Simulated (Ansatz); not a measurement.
KBr

```
CELL_PARAMETERS angstrom
3.29250 3.29250 0.00000
3.29250 -3.29250 0.00000
0.00000 0.00000 -6.58500
ATOMIC_POSITIONS crystal
K 0.50000 0.50000 0.52847
K 0.00000 0.00000 0.02847
Br 0.00000 0.00000 0.50000
Br 0.50000 0.50000 0.00000
```

Space group I4mm; changed on purpose from its base cell (all K atoms moved +0.188 Å, as atom 1 towards its neighbour atom 2 (Br) at 3.292 A).

Method: DFT PBE, scalar-relativistic, plane waves, PAW (Ansatz 0.2.0).

Predict the valence pseudo-density and electron localisation function between the atoms.

Answer. K–Br (3.11 Å): ρ is about 0.12 e/Å³ halfway; the ELF is about 0.15 at the midpoint: an ionic contact with no shared pair.
K–Br (3.48 Å): ρ is about 0.06 e/Å³ halfway, with its minimum of 0.05 e/Å³ about 1.6 Å from K; the ELF is about 0.10 at the midpoint; a largely ionic contact.

Metal or insulator at this level of theory?

Answer. It is gapped, with a Kohn–Sham gap of 4.5 eV on the k-point mesh (the band edges may lie off the mesh, which would make the gap smaller).

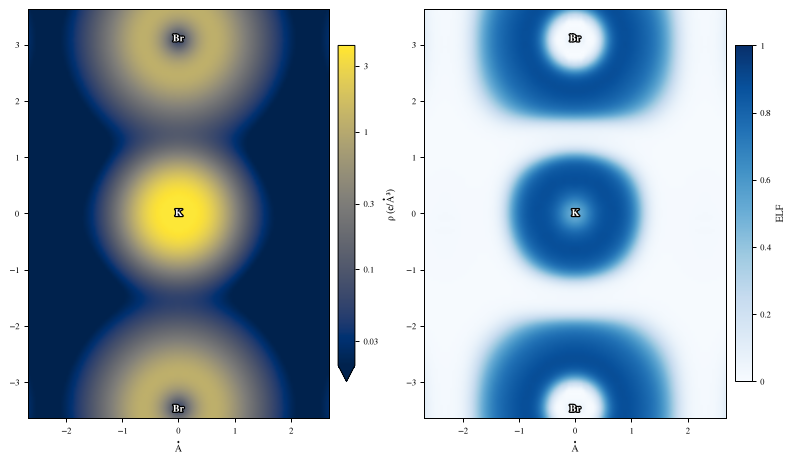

Computed valence pseudo-density and electron localisation function on the (100) plane of the conventional cell, in this order. 
